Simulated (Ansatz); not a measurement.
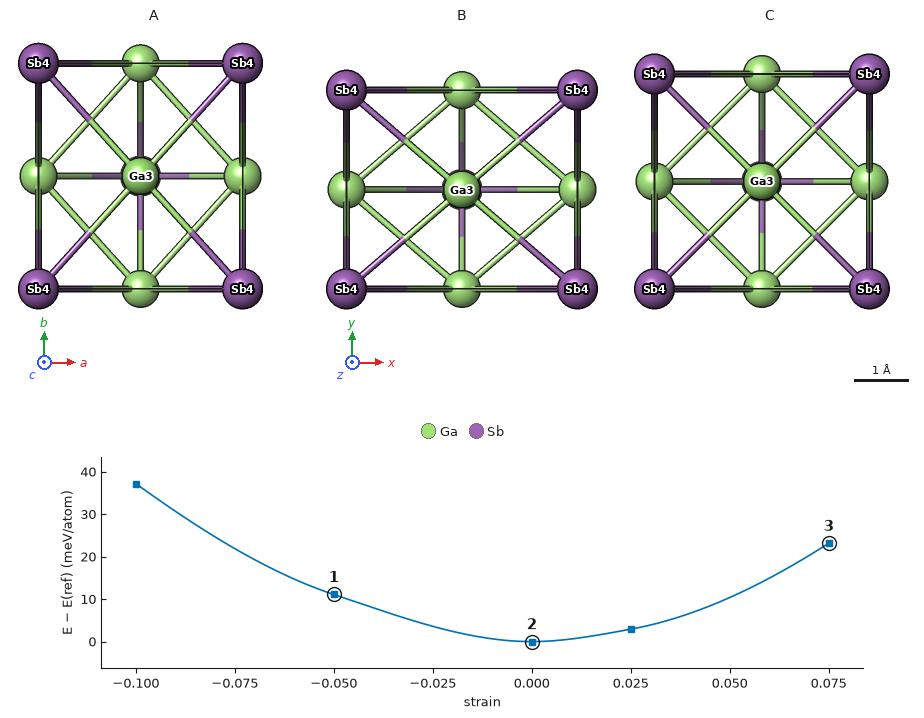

Crystalline Ga3Sb (I4/mmm): the cell is strained along x and oppositely along y, with the atoms kept at their fractional coordinates. x, y and z are the Cartesian axes of the input. The frames are shuffled; the numbered points of the plot belong to them. A ball-and-stick model of the conventional cell (2 times the calculation's cell), repeated 1 × 1 × 1 with one cell outlined, seen along the c axis. Lengths and directions refer to the drawn axes.

The calculation used DFT r2SCAN, scalar-relativistic, plane waves, PAW (Ansatz). (plane-wave cutoff 500 eV; k-point mesh 16 × 16 × 16; occupations gaussian; smearing width 0.15 eV; no spin polarisation). Energies (free energies at the smearing named) are counted from the relaxed crystal.

### Which frame belongs to which numbered point?

Point 1 is frame A (the strain −0.05, 11.1 meV/atom); 2 is frame C (the strain 0.00, 0.0 meV/atom); 3 is frame B (the strain 0.075, 23.1 meV/atom). The lowest computed point lies at the strain 0.00 (0.0 meV/atom). The end points stand at 37.2 meV/atom (−0.10) and 23.1 meV/atom (0.075). The distortion takes the space group from I4/mmm to Immm. At the strain −0.10 the cell of the drawing goes a 3.991 → 3.592 Å, b 3.991 → 4.390 Å.
